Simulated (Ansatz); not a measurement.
The coordinates of a crystal:

```cif
data_structure
_symmetry_space_group_name_H-M 'P 1'
_symmetry_Int_Tables_number 1
_cell_length_a 2.8005
_cell_length_b 2.8005
_cell_length_c 2.8005
_cell_angle_alpha 90.000
_cell_angle_beta 90.000
_cell_angle_gamma 90.000
_cell_volume 21.96
loop_
_atom_site_label
_atom_site_type_symbol
_atom_site_fract_x
_atom_site_fract_y
_atom_site_fract_z
_atom_site_occupancy
Ni1 Ni 0.00000 0.00000 0.00000 1
Ni2 Ni 0.50000 0.50000 0.50000 1
```

### What does this file describe?

The element is nickel. Space group: Im-3m (No. 229). Lattice: body-centred cubic. The prototype is body-centred cubic (W type). The cell holds two atoms. The coordination shell of Ni holds eight Ni in a cubic arrangement at 2.43 Å. The bonds build a three-dimensional framework.

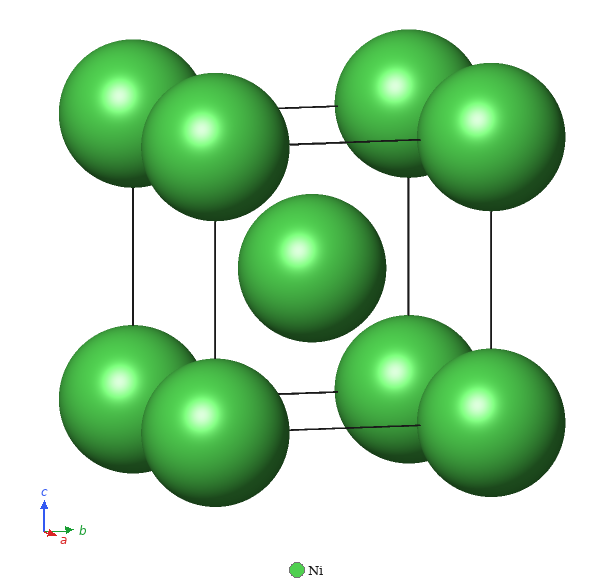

Spheres-only representation of a periodic structure, projected slightly off an axis. The parallelepiped is the conventional unit cell.

The cell started as a structure listed in the Materials Project. Earlier steps of the study may have refined or changed the cell and positions. It was run through Ansatz as a DFT input.
